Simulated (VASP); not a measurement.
## Run report: MoSe₂, geometry relaxation (part 4 of 5)

MoSe₂ (P6₃/mmc, 6 atoms in the cell); Kohn-Sham DFT of a periodic cell, PBE, VASP PAW PBE potentials, minimal, release 54, no spin polarisation (VASP 6.6.1); cutoff 580 eV, 9×9×2 k-mesh, fermi-dirac of 0.05 eV. The structure derives from an entry of the Crystallography Open Database.

Geometry of the input (Å; fractional positions):
```
3.2880  0.0000  0.0000
-1.6440  2.8475  0.0000
0.0000  0.0000  12.9000
Mo 0.6667  0.3333  0.7500
Mo 0.3333  0.6667  0.2500
Se 0.6667  0.3333  0.3750
Se 0.3333  0.6667  0.8750
Se 0.6667  0.3333  0.1250
Se 0.3333  0.6667  0.6250
```

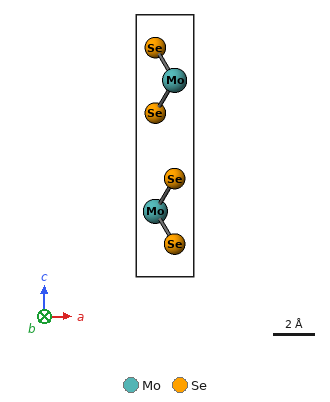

Fig. 1: The structure as given in the input (ball-and-stick view of the cell of the calculation, along the b axis).

Parts of OUTCAR, continued:
```
  FORCE on cell =-STRESS in cart. coord.  units (eV):
  Direction    XX          YY          ZZ          XY          YZ          ZX
  --------------------------------------------------------------------------------------
  -------------------------------------------------------------------------------------
  Total       -0.4956998     -0.4956998      0.2288097     -0.0000000     -0.0000000      0.0000000
  in kB       -6.2690660     -6.2690660      2.8937332     -0.0000000     -0.0000000      0.0000000
  external PRESSURE =      -3.2147996 kB  Pullay stress =       0.0000000 kB

 VOLUME and BASIS-vectors are now :
 -----------------------------------------------------------------------------
  energy-cutoff  :      580.00
  volume of cell :      126.69
      direct lattice vectors                 reciprocal lattice vectors
     3.328809960 -0.000000000  0.000000000     0.300407657  0.173440442  0.000000000
    -1.664404980  2.882833989  0.000000000     0.000000000  0.346880883  0.000000000
     0.000000000 -0.000000000 13.201335918     0.000000000  0.000000000  0.075749909

 POSITION                                       TOTAL-FORCE (eV/Angst)
 -----------------------------------------------------------------------------------
      1.66440      0.96094      9.90100        -0.000000     -0.000000      0.000000
     -0.00000      1.92189      3.30033        -0.000000     -0.000000      0.000000
      1.66440      0.96094      4.97107         0.000000     -0.000000     -0.158867
     -0.00000      1.92189     11.57174         0.000000      0.000000     -0.158867
      1.66440      0.96094      1.62960        -0.000000     -0.000000      0.158867
     -0.00000      1.92189      8.23026         0.000000      0.000000      0.158867
 -----------------------------------------------------------------------------------
    total drift:                               -0.000000      0.000000     -0.000000

  FREE ENERGIE OF THE ION-ELECTRON SYSTEM (eV)
  ---------------------------------------------------
  free  energy   TOTEN  =       -39.9078918983 eV

  energy  without entropy=      -39.9078892040  energy(sigma->0) =      -39.90789055

 E-fermi :   4.6850     XC(G=0): -10.2409     alpha+bet :-10.1458

 val. band max:        4.1779243520   @ k =   0.0000   0.0000   0.0000
 cond. band min:       5.3076490331   @ k =   0.2222   0.1111   0.0000
 fundamental gap:      1.1297246811
 Fermi energy:         4.6849731069

 k-point     1 :       0.0000    0.0000    0.0000
  band No.  band energies     occupation
      1     -10.2755      2.00000
      2     -10.1067      2.00000
      3      -9.4060      2.00000
      4      -9.1552      2.00000
      5      -1.7937      2.00000
      6      -0.9980      2.00000
      7       1.2518      2.00000
      8       1.8964      2.00000
      9       1.8964      2.00000
     10       1.9049      2.00000
     11       1.9049      2.00000
     12       2.8599      2.00000
     13       2.8599      2.00000
     14       2.8848      2.00000
     15       2.8848      2.00000
     16       3.2219      2.00000
     17       3.3169      2.00000
     18       4.1779      1.99992
     19       6.8242      0.00000
     20       6.8242      0.00000
     21       6.8667      0.00000
     22       6.8667      0.00000

 k-point     2 :       0.1111    0.0000    0.0000
  band No.  band energies     occupation
      1     -10.1151      2.00000
      2      -9.9491      2.00000
      3      -9.3030      2.00000
      4      -9.0631      2.00000
      5      -1.5930      2.00000
      6      -0.8006      2.00000
      7       1.0467      2.00000
      8       1.4742      2.00000
      9       1.4958      2.00000
     10       2.0587      2.00000
     11       2.0737      2.00000
     12       2.1432      2.00000
     13       2.5957      2.00000
     14       2.6268      2.00000
     15       2.8648      2.00000
     16       3.3377      2.00000
     17       3.5361      2.00000
     18       3.9634      2.00000
     19       6.3547      0.00000
     20       6.4221      0.00000
     21       6.5208      0.00000
     22       6.5977      0.00000

 k-point     3 :       0.2222   -0.0000    0.0000
  band No.  band energies     occupation
      1      -9.6709      2.00000
      2      -9.5161      2.00000
      3      -9.0194      2.00000
      4      -8.8125      2.00000
      5      -1.1084      2.00000
      6      -0.3810      2.00000
      7       0.5326      2.00000
      8       0.5354      2.00000
      9       0.6373      2.00000
     10       1.1314      2.00000
     11       2.0497      2.00000
     12       2.0912      2.00000
     13       2.4829      2.00000
     14       2.4994      2.00000
     15       2.5186      2.00000
     16       3.1291      2.00000
     17       3.2066      2.00000
     18       3.3620      2.00000
     19       5.5692      0.00000
     20       6.2071      0.00000
     21       6.2300      0.00000
     22       6.2470      0.00000

 k-point     4 :       0.3333    0.0000    0.0000
  band No.  band energies     occupation
      1      -9.0713      2.00000
      2      -8.9447      2.00000
      3      -8.6430      2.00000
      4      -8.4921      2.00000
      5      -1.0341      2.00000
      6      -0.7606      2.00000
      7      -0.1893      2.00000
      8      -0.0832      2.00000
      9       0.0749      2.00000
     10       0.4062      2.00000
     11       1.5546      2.00000
     12       1.6035      2.00000
     13       2.0721      2.00000
     14       2.5442      2.00000
     15       2.8987      2.00000
     16       2.9678      2.00000
     17       3.0487      2.00000
     18       3.0635      2.00000
     19       5.6307      0.00000
     20       5.9060      0.00000
     21       6.0141      0.00000
     22       6.2246      0.00000

 k-point     5 :       0.4444   -0.0000    0.0000
  band No.  band energies     occupation
      1      -8.5875      2.00000
      2      -8.5091      2.00000
      3      -8.3455      2.00000
      4      -8.2638      2.00000
      5      -1.6297      2.00000
      6      -1.4413      2.00000
      7      -0.7636      2.00000
      8      -0.6350      2.00000
      9      -0.0514      2.00000
     10       0.4112      2.00000
     11       1.2764      2.00000
     12       1.3289      2.00000
     13       1.9647      2.00000
     14       2.1968      2.00000
     15       3.1182      2.00000
     16       3.2541      2.00000
     17       3.2550      2.00000
     18       3.3896      2.00000
     19       5.8327      0.00000
     20       5.8739      0.00000
     21       6.0403      0.00000
     22       6.3457      0.00000

 [... the levels of 18 k-points are left out ...]

 k-point    24 :       0.3333    0.3333    0.5000
  band No.  band energies     occupation
      1      -8.2343      2.00000
      2      -8.2343      2.00000
      3      -8.0919      2.00000
      4      -8.0919      2.00000
      5      -0.9992      2.00000
      6      -0.9992      2.00000
      7      -0.5200      2.00000
      8      -0.5200      2.00000
      9       0.0356      2.00000
     10       0.0356      2.00000
     11       0.4656      2.00000
     12       0.4656      2.00000
     13       1.1342      2.00000
     14       1.1342      2.00000
     15       1.8330      2.00000
     16       1.8330      2.00000
     17       3.9808      2.00000
     18       3.9808      2.00000
     19       5.4695      0.00000
     20       5.4695      0.00000
     21       6.4551      0.00000
     22       6.4551      0.00000

 E-fermi :   4.5051     XC(G=0): -10.1139     alpha+bet : -9.9474

 val. band max:        3.9717174970   @ k =   0.0000   0.0000   0.0000
 cond. band min:       5.1520952157   @ k =   0.2222   0.1111   0.0000
 fundamental gap:      1.1803777187
 Fermi energy:         4.5051205893

 k-point     1 :       0.0000    0.0000    0.0000
  band No.  band energies     occupation
      1     -10.4118      2.00000
      2     -10.2747      2.00000
      3      -9.5320      2.00000
      4      -9.3264      2.00000
      5      -1.8984      2.00000
      6      -1.2024      2.00000
      7       1.1761      2.00000
      8       1.7012      2.00000
      9       1.7012      2.00000
     10       1.7080      2.00000
     11       1.7080      2.00000
     12       2.6625      2.00000
     13       2.6625      2.00000
     14       2.6825      2.00000
     15       2.6825      2.00000
     16       2.9561      2.00000
     17       3.1815      2.00000
     18       3.9717      1.99995
     19       6.6228      0.00000
     20       6.6228      0.00000
     21       6.6572      0.00000
     22       6.6572      0.00000

 k-point     2 :       0.1111    0.0000    0.0000
  band No.  band energies     occupation
      1     -10.2537      2.00000
      2     -10.1189      2.00000
      3      -9.4316      2.00000
      4      -9.2351      2.00000
      5      -1.6999      2.00000
      6      -1.0070      2.00000
      7       0.9562      2.00000
      8       1.2841      2.00000
      9       1.3016      2.00000
     10       1.8622      2.00000
     11       1.8744      2.00000
     12       1.9340      2.00000
     13       2.4016      2.00000
     14       2.4266      2.00000
     15       2.6776      2.00000
     16       3.1952      2.00000
     17       3.3023      2.00000
     18       3.7698      2.00000
     19       6.1544      0.00000
     20       6.2162      0.00000
     21       6.3137      0.00000
     22       6.3976      0.00000

 k-point     3 :       0.2222   -0.0000    0.0000
  band No.  band energies     occupation
      1      -9.8165      2.00000
      2      -9.6910      2.00000
      3      -9.1559      2.00000
      4      -8.9869      2.00000
      5      -1.2229      2.00000
      6      -0.5880      2.00000
      7       0.3581      2.00000
      8       0.4210      2.00000
      9       0.4456      2.00000
     10       0.9420      2.00000
     11       1.8617      2.00000
     12       1.8951      2.00000
     13       2.2841      2.00000
     14       2.3130      2.00000
     15       2.3385      2.00000
     16       2.9274      2.00000
     17       3.0454      2.00000
     18       3.1905      2.00000
     19       5.3943      0.00000
     20       6.0119      0.00000
     21       6.0181      0.00000
     22       6.0635      0.00000

 k-point     4 :       0.3333    0.0000    0.0000
  band No.  band energies     occupation
      1      -9.2288      2.00000
      2      -9.1264      2.00000
      3      -8.7918      2.00000
      4      -8.6689      2.00000
      5      -1.1725      2.00000
      6      -0.9392      2.00000
      7      -0.3194      2.00000
      8      -0.2240      2.00000
      9      -0.0907      2.00000
     10       0.2005      2.00000
     11       1.3715      2.00000
     12       1.4110      2.00000
     13       1.9296      2.00000
     14       2.3607      2.00000
     15       2.7408      2.00000
     16       2.7707      2.00000
     17       2.8360      2.00000
     18       2.8848      2.00000
     19       5.4600      0.00000
     20       5.7146      0.00000
     21       5.8040      0.00000
     22       6.0087      0.00000

 k-point     5 :       0.4444   -0.0000    0.0000
  band No.  band energies     occupation
      1      -8.7583      2.00000
      2      -8.6952      2.00000
      3      -8.5068      2.00000
      4      -8.4404      2.00000
      5      -1.7646      2.00000
      6      -1.6065      2.00000
      7      -0.8954      2.00000
      8      -0.7852      2.00000
      9      -0.1863      2.00000
     10       0.2118      2.00000
     11       1.0960      2.00000
     12       1.1384      2.00000
     13       1.8231      2.00000
     14       2.0258      2.00000
     15       2.9562      2.00000
     16       3.0644      2.00000
     17       3.0752      2.00000
     18       3.1734      2.00000
     19       5.6267      0.00000
     20       5.6613      0.00000
     21       5.8542      0.00000
     22       6.1256      0.00000

 [... the levels of 18 k-points are left out ...]

 k-point    24 :       0.3333    0.3333    0.5000
  band No.  band energies     occupation
      1      -8.4191      2.00000
      2      -8.4191      2.00000
      3      -8.2660      2.00000
      4      -8.2660      2.00000
      5      -1.1523      2.00000
      6      -1.1523      2.00000
      7      -0.6709      2.00000
      8      -0.6709      2.00000
      9      -0.1252      2.00000
     10      -0.1252      2.00000
     11       0.3224      2.00000
     12       0.3224      2.00000
     13       0.9460      2.00000
     14       0.9460      2.00000
     15       1.6734      2.00000
     16       1.6734      2.00000
     17       3.7972      2.00000
     18       3.7972      2.00000
     19       5.2558      0.00000
     20       5.2558      0.00000
     21       6.2925      0.00000
     22       6.2925      0.00000

[... ionic steps 4 to 45 ...]

--------------------------------------- Ionic step       46  -------------------------------------------

 number of electron      36.0000000 magnetization

------------------------ aborting loop because EDIFF is reached ----------------------------------------

  FORCE on cell =-STRESS in cart. coord.  units (eV):
  Direction    XX          YY          ZZ          XY          YZ          ZX
  --------------------------------------------------------------------------------------
  -------------------------------------------------------------------------------------
  Total       -0.0166551     -0.0166551      0.0492527      0.0000000      0.0000000      0.0000000
  in kB       -0.1883089     -0.1883089      0.5568703      0.0000000      0.0000000      0.0000000
  external PRESSURE =       0.0600842 kB  Pullay stress =       0.0000000 kB

 VOLUME and BASIS-vectors are now :
 -----------------------------------------------------------------------------
  energy-cutoff  :      580.00
  volume of cell :      141.71
      direct lattice vectors                 reciprocal lattice vectors
     3.319368673 -0.000000000 -0.000000000     0.301262107  0.173933759 -0.000000000
    -1.659684337  2.874657596  0.000000000     0.000000000  0.347867517  0.000000000
     0.000000000 -0.000000000 14.850637926     0.000000000 -0.000000000  0.067337175

 POSITION                                       TOTAL-FORCE (eV/Angst)
 -----------------------------------------------------------------------------------
      1.65968      0.95822     11.13798        -0.000000      0.000000      0.000000
     -0.00000      1.91644      3.71266         0.000000     -0.000000      0.000000
      1.65968      0.95822      5.38074        -0.000000     -0.000000      0.003056
     -0.00000      1.91644     12.80606         0.000000      0.000000      0.003056
      1.65968      0.95822      2.04458        -0.000000     -0.000000     -0.003056
     -0.00000      1.91644      9.46990         0.000000      0.000000     -0.003056
 -----------------------------------------------------------------------------------
    total drift:                               -0.000000      0.000000     -0.000000

  FREE ENERGIE OF THE ION-ELECTRON SYSTEM (eV)
  ---------------------------------------------------
  free  energy   TOTEN  =       -39.9599946305 eV

  energy  without entropy=      -39.9599944924  energy(sigma->0) =      -39.95999456

--------------------------------------- Ionic step       47  -------------------------------------------

 number of electron      36.0000000 magnetization

------------------------ aborting loop because EDIFF is reached ----------------------------------------

  FORCE on cell =-STRESS in cart. coord.  units (eV):
  Direction    XX          YY          ZZ          XY          YZ          ZX
  --------------------------------------------------------------------------------------
  -------------------------------------------------------------------------------------
  Total       -0.0095376     -0.0095376      0.0304019      0.0000000      0.0000000     -0.0000000
  in kB       -0.1078423     -0.1078423      0.3437561      0.0000000      0.0000000     -0.0000000
  external PRESSURE =       0.0426905 kB  Pullay stress =       0.0000000 kB

 VOLUME and BASIS-vectors are now :
 -----------------------------------------------------------------------------
  energy-cutoff  :      580.00
  volume of cell :      141.70
      direct lattice vectors                 reciprocal lattice vectors
     3.318958843 -0.000000000 -0.000000000     0.301299307  0.173955236 -0.000000000
    -1.659479421  2.874302672  0.000000000     0.000000000  0.347910472  0.000000000
     0.000000000 -0.000000000 14.853407797     0.000000000 -0.000000000  0.067324618

 POSITION                                       TOTAL-FORCE (eV/Angst)
```
